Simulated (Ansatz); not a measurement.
# Electron scattering at the twin(10-12) boundary in hcp Co with Ru (substitutional), part 2 of 2

Aim: the relaxed structure and the specific resistance of the twin(10-12) boundary in hcp Co with Ru (substitutional).

Ansatz 0.2.0; Ansatz plane-wave DFT, PBE, PAW files, collinear spin; relaxation of a bicrystal slab with its lowest layers held; PAW set soft_1 (the session's first sound run).

So far: The starting structure; Relaxing the bicrystal.

## 2. Relaxing the bicrystal (continued)

The steps of the relaxation:

```
step  energy less that of the first step (eV)  largest force component (eV/Å)
   1                                   0.0000                          1.4439
   2                                  -0.2449                          0.9186
   3                                  -0.3779                          0.1278
   4                                  -0.3822                          0.0539
   5                                  -0.3842                          0.0091
```

Forces are held to the 2 operations that the run works with; a distortion that breaks them can't arise in this run.

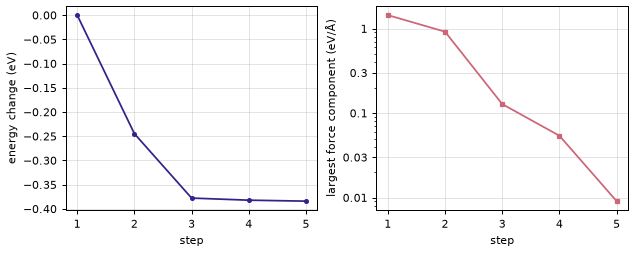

Energy and largest force along the relaxation.

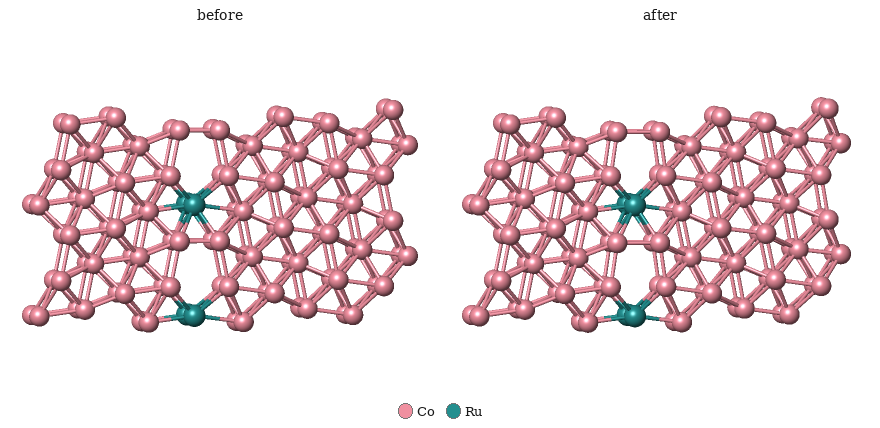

Before and after, at one scale.

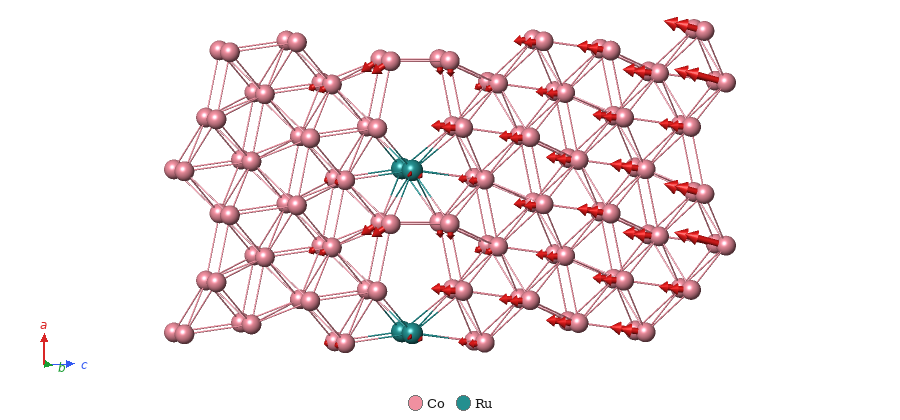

Displacements in the relaxation, exaggerated; the longest in the cell stands for 0.39 Å. 2×2×1 cells are drawn.

The atoms that moved most (Å):

```
atom      dx     dy      dz  length
Co27   0.104  0.000  -0.377   0.391
Co26   0.070  0.000  -0.253   0.262
Co24   0.017  0.000  -0.203   0.203
Co23   0.027  0.000  -0.197   0.199
Co21   0.024  0.000  -0.171   0.173
Co11  -0.088  0.000  -0.138   0.164
Co20   0.007  0.000  -0.160   0.160
Co25   0.010  0.000  -0.155   0.155
```

Numbers from this step:

| Property | Result |
| --- | --- |
| free energy | -139152.6982 eV |
| energy at zero smearing | -139152.2070 eV |
| Fermi energy | 10.53 eV |
| magnetization | 42.98 μB |
| absolute magnetization | 47.05 μB |

The largest force component on a free atom ends at 0.0091 eV/Å, under the tolerance of 0.03, after 5 steps.

## 3. Transmission across the boundary

This step: Ansatz plane-wave DFT, PBE, PAW files, collinear spin; ballistic transport by layer matching (Landauer), zero bias; boundary relaxed in a short slab, bulk layers laid on; PAW set soft_1 (Ansatz 0.2.0).

System of this step: twin(10-12) boundary in hcp Co with Ru (substitutional). The cell holds 59 atoms: 58 Co and 1 Ru. Cell: a = 5.963 Å, b = 2.505 Å, c = 51.722 Å, α = 90.0°, β = 90.0°, γ = 90.0°. It derives from Co. Regions: lower grain, 24 atoms (24 Co); boundary, 15 atoms (14 Co and 1 Ru); upper grain, 20 atoms (20 Co). Vacuum lies along c.

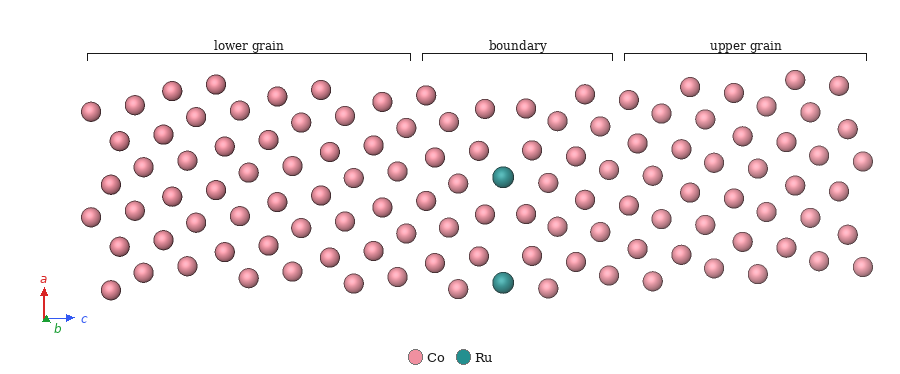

The cell of this step (cobalt pink, ruthenium teal). 2×1×1 cells are drawn.

Input file input.yaml:

```yaml
crystal:
  lattice:
    - [5.9626723849, 0.0, 0.0]
    - [0.0, 2.5054, 0.0]
    - [0.0, 0.0, 51.721735082]
  atoms:
    - { symbol: Co, position: [4.7224164196, -6.5833333333, 0.077336926], spin: 2.0 }
    - { symbol: Co, position: [4.0458645788, -7.0833333334, 0.0965170489], spin: 2.0 }
    - { symbol: Co, position: [4.4575886583, -6.0833333333, 0.1061071103], spin: 2.0 }
    - { symbol: Co, position: [3.7810368174, -6.5833333334, 0.1252872332], spin: 2.0 }
    - { symbol: Co, position: [4.192760897, -5.5833333333, 0.1348772946], spin: 2.0 }
    - { symbol: Co, position: [3.5162090561, -6.0833333334, 0.1540574175], spin: 2.0 }
    - { symbol: Co, position: [3.9279331357, -5.0833333333, 0.1636474789], spin: 2.0 }
    - { symbol: Co, position: [3.2513812948, -5.5833333334, 0.1828276018], spin: 2.0 }
    - { symbol: Co, position: [3.6631053744, -4.5833333333, 0.1924176632], spin: 2.0 }
    - { symbol: Co, position: [2.9865535335, -5.0833333334, 0.211597786], spin: 2.0 }
    - { symbol: Co, position: [3.3982776131, -4.0833333333, 0.2211878475], spin: 2.0 }
    - { symbol: Co, position: [2.7217257722, -4.5833333334, 0.2403679703], spin: 2.0 }
    - { symbol: Co, position: [3.1334498518, -3.5833333333, 0.2499580318], spin: 2.0 }
    - { symbol: Co, position: [2.4568980109, -4.0833333334, 0.2691381546], spin: 2.0 }
    - { symbol: Co, position: [2.8686220905, -3.0833333333, 0.2787282161], spin: 2.0 }
    - { symbol: Co, position: [2.1920702496, -3.5833333334, 0.2979083389], spin: 2.0 }
    - { symbol: Co, position: [2.6037943292, -2.5833333333, 0.3074984003], spin: 2.0 }
    - { symbol: Co, position: [1.9272424883, -3.0833333334, 0.3266785232], spin: 2.0 }
    - { symbol: Co, position: [2.3389665678, -2.0833333333, 0.3362685846], spin: 2.0 }
    - { symbol: Co, position: [1.662414727, -2.5833333334, 0.3554487075], spin: 2.0 }
    - { symbol: Co, position: [2.0741388065, -1.5833333333, 0.3650387689], spin: 2.0 }
    - { symbol: Co, position: [1.3975869657, -2.0833333334, 0.3842188918], spin: 2.0 }
    - { symbol: Co, position: [1.8093110452, -1.0833333333, 0.3938089532], spin: 2.0 }
    - { symbol: Co, position: [1.1327592044, -1.5833333334, 0.4129890761], spin: 2.0 }
    - { symbol: Co, position: [0.5444832839, 0.4166666667, 0.4225791375], spin: 2.0 }
    - { symbol: Co, position: [0.8679314431, 0.9166666667, 0.4417592604], spin: 2.0 }
    - { symbol: Co, position: [0.2784139104, 0.9166666667, 0.4513422293], spin: 2.0 }
    - { symbol: Co, position: [0.5969441636, 0.4166666667, 0.4692618086], spin: 2.0 }
    - { symbol: Co, position: [0.0133815804, 0.4166666667, 0.4794105193], spin: 2.0 }
    - { symbol: Co, position: [0.3385625161, 0.9166666667, 0.4995022909], spin: 2.0 }
    - { symbol: Co, position: [0.7351961404, 0.9166666667, 0.5062187472], spin: 2.0 }
    - { symbol: Ru, position: [0.0696842159, 0.4166666667, 0.5286858362] }
    - { symbol: Co, position: [0.7356032705, 0.9166666667, 0.5512302771], spin: 2.0 }
    - { symbol: Co, position: [0.3390063199, 0.9166666667, 0.5577275098], spin: 2.0 }
    - { symbol: Co, position: [0.0134214884, 0.4166666667, 0.5780783018], spin: 2.0 }
    - { symbol: Co, position: [0.5969737554, 0.4166666667, 0.5881648704], spin: 2.0 }
    - { symbol: Co, position: [0.2784455406, 0.9166666667, 0.6058455957], spin: 2.0 }
    - { symbol: Co, position: [0.8660953943, 0.9166666667, 0.6157084568], spin: 2.0 }
    - { symbol: Co, position: [0.5436959128, 0.4166666667, 0.6350338825], spin: 2.0 }
    - { symbol: Co, position: [1.1314474944, -1.5833333334, 0.6445512925], spin: 2.0 }
    - { symbol: Co, position: [1.8079993352, -1.0833333333, 0.6637314154], spin: 2.0 }
    - { symbol: Co, position: [1.3962752557, -2.0833333334, 0.6733214768], spin: 2.0 }
    - { symbol: Co, position: [2.0728270966, -1.5833333333, 0.6925015997], spin: 2.0 }
    - { symbol: Co, position: [1.661103017, -2.5833333334, 0.7020916611], spin: 2.0 }
    - { symbol: Co, position: [2.3376548579, -2.0833333333, 0.7212717839], spin: 2.0 }
    - { symbol: Co, position: [1.9259307783, -3.0833333334, 0.7308618454], spin: 2.0 }
    - { symbol: Co, position: [2.6024826192, -2.5833333333, 0.7500419682], spin: 2.0 }
    - { symbol: Co, position: [2.1907585396, -3.5833333334, 0.7596320297], spin: 2.0 }
    - { symbol: Co, position: [2.8673103805, -3.0833333333, 0.7788121525], spin: 2.0 }
    - { symbol: Co, position: [2.4555863009, -4.0833333334, 0.788402214], spin: 2.0 }
    - { symbol: Co, position: [3.1321381418, -3.5833333333, 0.8075823368], spin: 2.0 }
    - { symbol: Co, position: [2.7204140622, -4.5833333334, 0.8171723982], spin: 2.0 }
    - { symbol: Co, position: [3.3969659031, -4.0833333333, 0.8363525211], spin: 2.0 }
    - { symbol: Co, position: [2.9852418235, -5.0833333334, 0.8459425825], spin: 2.0 }
    - { symbol: Co, position: [3.6617936644, -4.5833333333, 0.8651227054], spin: 2.0 }
    - { symbol: Co, position: [3.2500695848, -5.5833333334, 0.8747127668], spin: 2.0 }
    - { symbol: Co, position: [3.9266214257, -5.0833333333, 0.8938928897], spin: 2.0 }
    - { symbol: Co, position: [3.5148973462, -6.0833333334, 0.9034829511], spin: 2.0 }
    - { symbol: Co, position: [4.191449187, -5.5833333333, 0.922663074], spin: 2.0 }
magnetization:
  spin_polarized: true
kpoints:
  mp_grid: { grid: [5, 10, 1] }
hamiltonian:
  xc: pbe
  pseudopotentials: { kind: paw, azcp: { folder: soft_1 } }
scf:
  occupations: { method: fermi_dirac, width: 0.1 }
output:
  transmission:
    leads: [[14, 16], [45, 47]]
    kmesh: [12, 24]
    e_range: [-0.1, 0.1]
    de: 0.05
  write_potential: true
  write_density: true
  volumetric_format: npy
  elf: true
```

Command:

```
$ ansatz run input.yaml --threads 8 --pin off --max-ram 15360MiB --backend cpu --events-out ev --progress --plain --runs-dir out
```

Numbers of over 12 decimals in the logs are rounded to 6 here.

What it wrote:

```text
[...]
Crystal: 59 atoms, lattice volume = 772.665 Å³
Basis set: ecut = 420 eV, 14951 PW (Γ)
Bands: 671, of which v1, the nominal top of the filled ones, is band 501 counted from 1 (500 counted from 0)
Symmetry: 2 space group operations
[...]
k-points: 18 of 50 (time reversal used)
[...]
Starting moments: Σ|m| = 116 μB on 58 of 59 sites
[...]
SCF iter   1: F=—  HF=-303170.221128 eV  |F-HF|=—  |Δ(HF+E_count)|=         —  Δρ=5.47e-2 (↑4.35e-2 ↓5.47e-2)  dr2=1.62e2  dr2_m=3.82e0  M=100.712 μB ∫|m|=105.167 μB  β_m=0.30  ethr=3.10e-3  ⟨swp⟩=6.1  Hψ=89259  notcnv=0  defer=2605
[...]
SCF iter  18: F=-303190.019909 eV  HF=-303190.019910 eV  |F-HF|=2.43e-8  |Δ(HF+E_count)|=   2.84e-8  Δρ=1.37e-6 (↑7.05e-7 ↓1.37e-6)  dr2=2.64e-8  dr2_m=2.41e-9  M=96.455 μB ∫|m|=105.682 μB  ethr=9.98e-12  ⟨swp⟩=10.1  Hψ=119529  notcnv=0
SCF 1 converged in 18 iterations: F = -303190.019909 eV  dr2 = 2.64e-8
[...]
transmission: 704 of 6916 steps passed
transmission: 1400 of 6916 steps passed
[...]
transmission: 6916 of 6916 steps passed
WARN: The input density's exchange-correlation potential varies sharply where the density is thin. Do not read a vacuum level from v_tot or v_xc, or from such a field of the output density. On a cell that repeats whose density bears no net charge and no dipole along the vacuum's axis use v_es (v_loc + v_h of the components); under efield.dipole_correction with no amplitude use v_es + v_field, which holds any external [...]
some or all of what a close reads of its open shells is tried by no SCF: some or all of their fillings by name were not asked, since the model of its bands would take too long in so large a cell. Whether a lower state lies along it is not known (a run that goes on reads the state that it goes on from)
SCF converged after 18 iterations
the last check of whether an eigenvalue changes by more than its tolerance under the output density was not made (no_room)
Magnetization: 96.4549 μB (549.2274 up, 452.7726 down)
Absolute magnetization: 105.7805 μB (∫|ρ↑−ρ↓|, with the PAW one-centre terms)
[...]
Per-site moments (μB) at R_I (Å): [(1.899116, 1.033141), (1.857761, 1.033141), (1.809259, 1.033141), (1.751481, 1.033141), (1.699218, 1.033141), (1.724848, 1.033141), (1.717926, 1.033141), (1.714248, 1.033141), (1.716834, 1.033141), (1.715046, 1.033141), (1.715179, 1.033141), (1.718261, 1.033141), (1.714284, 1.033141), (1.715957, 1.033141), (1.717735, 1.033141), (1.715610, 1.033141), (1.714757, 1.033141), (1.716031,  [...]
Free energy (F): -303190.019909 eV
[...]
Internal energy: -303188.021399 eV  (E = F + TS)
E sigma→0 (E₀):  -303189.020654 eV
Entropy (-TS):   -1.998510 eV (-33.873 meV/atom)
Fermi energy:    14.958787 eV
[...]
--- Band table (eV; the first three rows and the last of 36) ---
  k-point 0 ↑: bands = [... 497 lower, 13.8085, 13.8173, 13.8439, 13.8554, 13.8728, 13.8741, 13.8784, 13.8947, ... 166 higher]
  k-point 1 ↑: bands = [... 497 lower, 13.8294, 13.8481, 13.8721, 13.8984, 13.9025, 13.9070, 13.9119, 13.9139, ... 166 higher]
  k-point 2 ↑: bands = [... 497 lower, 13.8286, 13.8592, 13.8700, 13.8761, 13.8947, 13.9118, 13.9140, 13.9346, ... 166 higher]
  k-point 17 ↓: bands = [... 497 lower, 16.1707, 16.1744, 16.1868, 16.1868, 16.1968, 16.2036, 16.2061, 16.2066, ... 166 higher]
--- Transmission ---
  basis      : 127 plane waves across, 38 finite elements along
  points     : 91, standing for a mesh of 12 x 24
  energies   : 5 from -0.100000 to 0.100000 eV about the Fermi level, 0.050000 eV apart; the leads are filled to 0.000000 eV, and channels, transmission and decay are at 0.000000 eV
  crystal 0  : Co4, at the sites [14, 16], period 2.9761 Å, over 20.09 Å; its Hamiltonian steps by up to 17.4 meV
    offset         : up to 0.0000 Å between an atom of the period and one for which it stands
    channels       : 1.770833e0 up, 3.170139e0 down
    conductance    : none, the energies end too early or step too widely for 300 K: set another output.transmission.e_range or a lower de, or, where they end at an eighth of basis.ecutwfc, a higher one
    slowest decay  : 0.1072 /Å at (0.2500, 0.4583)
[...]
channels       : 1.770833e0 up, 3.170139e0 down
[...]
slowest decay  : 0.1073 /Å at (0.2500, 0.4583)
  junction   : crystal 0 to crystal 1, 13.97 to 37.35 Å
    transmission   : 1.109461e0 up, 1.507779e0 down
[...]
```

Wall time 53 min (8 threads of Arm Neoverse V1, shared host); peak memory 10 GiB.

This step gave:

```yaml
free_energy: -303190.0199 eV
energy_at_zero_smearing: -303189.0207 eV
fermi_energy: 14.96 eV
magnetization: 96.45 μB
absolute_magnetization: 105.8 μB
cell_area: 14.94 Å²
transmission_spin_up: 1.109
transmission_spin_down: 1.508
open_channels_spin_up: 1.771
open_channels_upper_lead_spin_up: 1.771
open_channels_spin_down: 3.170
open_channels_upper_lead_spin_down: 3.170
step_of_the_lead_s_potential: 17.4 meV
step_of_the_upper_lead_s_potential: 17.4 meV
```

Per spin. Transmission, zone mean against energy, zero at the Fermi level:

```
energy (eV)  T up  T down
    -0.1000  1.08    1.44
    -0.0500  1.08    1.45
     0.0000  1.11    1.51
     0.0500  1.12    1.54
     0.1000  1.13    1.64
```

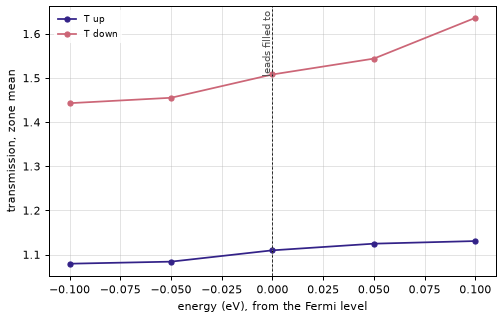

Transmission, zone mean, plotted against energy.

Per spin. Open channels, zone mean against energy, zero at the Fermi level:

```
energy (eV)  lead up  upper lead up  lead down  upper lead down
    -0.1000     1.74           1.74       3.11             3.12
    -0.0500     1.76           1.76       3.14             3.14
     0.0000     1.77           1.77       3.17             3.17
     0.0500     1.77           1.77       3.19             3.19
     0.1000     1.81           1.81       3.25             3.25
```

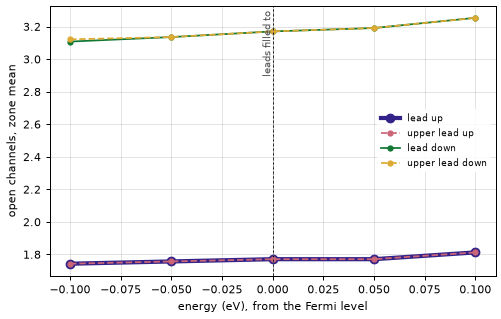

Open channels, zone mean against energy.

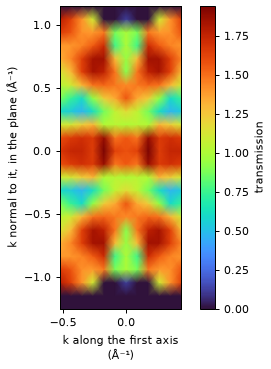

Transmission over k1 and k2. At 0.0000 eV from the Fermi level, spin up.

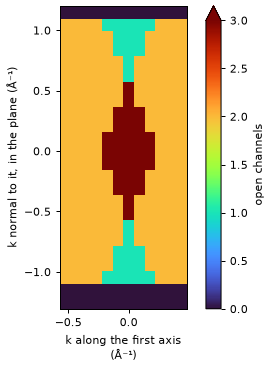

Open channels over k1 and k2. At 0.0000 eV from the Fermi level, spin up.

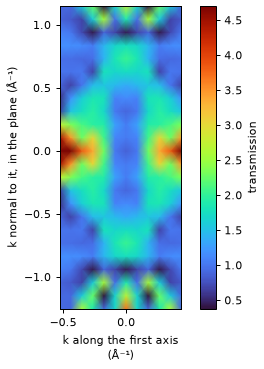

Transmission over k1 and k2. At 0.0000 eV from the Fermi level, spin down.

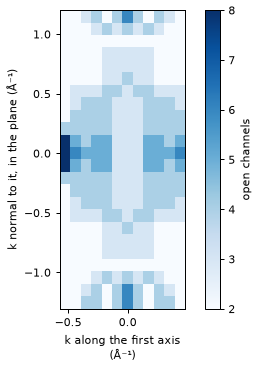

Open channels over k1 and k2. At 0.0000 eV from the Fermi level, spin down.

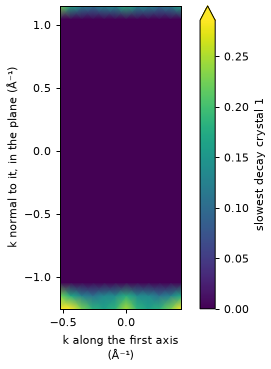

Slowest decay crystal 1 over k1 and k2. At 0.0000 eV from the Fermi level, spin up.

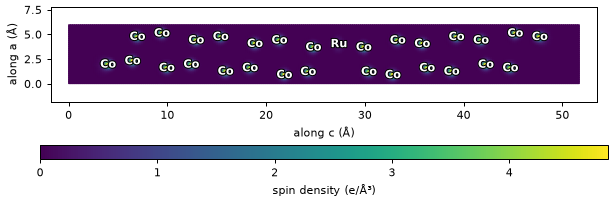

Spin density in the ca plane at fractional y = 0.417, with atoms of Co and Ru within 0.2 Å of it. The map starts off the cell's origin, so that atoms lie inside it.

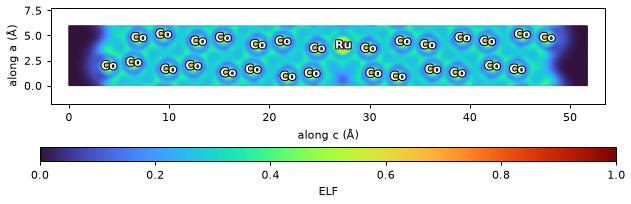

ELF in the ca plane at fractional y = 0.417, with atoms of Co and Ru within 0.2 Å of it. It is the smooth field of the valence electrons, not physical close to the nuclei. The map starts off the cell's origin, so that atoms lie inside it.

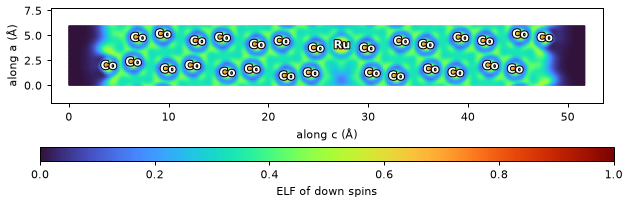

ELF of down spins in the ca plane at fractional y = 0.417, with atoms of Co and Ru within 0.2 Å of it. It is the smooth field of the valence electrons, not physical close to the nuclei. The map starts off the cell's origin, so that atoms lie inside it.

Nearest the Fermi level spin up passes 1.11 of 1.77 channels of the lower lead and spin down 1.51 of 3.17.

## 4. Specific resistance

This step: Ansatz plane-wave DFT, PBE, PAW files, collinear spin; ballistic transport by layer matching (Landauer), zero bias; specific resistance of the boundary; PAW set soft_1 (Ansatz 0.2.0).

This step gave:

```yaml
area_resistance: 0.6593 fΩ m²
t_over_the_leads_mean_channel_count: 0.5305
spin_asymmetry_gamma: 0.006045 (R down - R up) / (R down + R up)
```

Averaged over the energies near the Fermi level, 53.0 % of the channels pass, which makes 0.659 fΩ m².

By hand, with means over the energies near the Fermi level: RA per spin = A (h/e²)(1/T − ½[1/N₁ + 1/N₂]); spin up: 14.94×10⁻²⁰ m² × 25 813 Ω × (1/1.105 − ½[1/1.771 + 1/1.771]) = 1.31 fΩ m²; spin down: 14.94×10⁻²⁰ m² × 25 813 Ω × (1/1.517 − ½[1/3.172 + 1/3.174]) = 1.33 fΩ m². The spins conduct in parallel, so 1/RA = 1/1.31 + 1/1.33 and RA = 0.659 fΩ m²; γ = (1.33 − 1.31)/(1.33 + 1.31) = 0.006.

## 5. Outcome

```
specific resistance of the boundary : 0.659 fΩ m²
share of channels that pass         : 0.530
```

The boundary has a specific resistance of 0.66 fΩ m². The boundary reflects 47 % of the channels; 0.66 fΩ m² is 6.6×10⁻¹² Ω·cm². One Ru in 14.9 Å² of boundary is a high coverage. Each plane of this narrow cell holds one atom, so the solute fills a whole plane. One starting structure was relaxed; another shift or atom count at the boundary may lie lower. One magnetic start was tried, and the two spins conduct in parallel without mixing.

[Logs are printed without paths, hosts, clocks, repeated set-up lines and the standing remarks that a program may print on its own settings, such as how far it seeks lower states.]

[Hosts, paths, dates, database ids (printed as entryN), source tags and the programs' standing remarks are cut or masked in the printed files.]
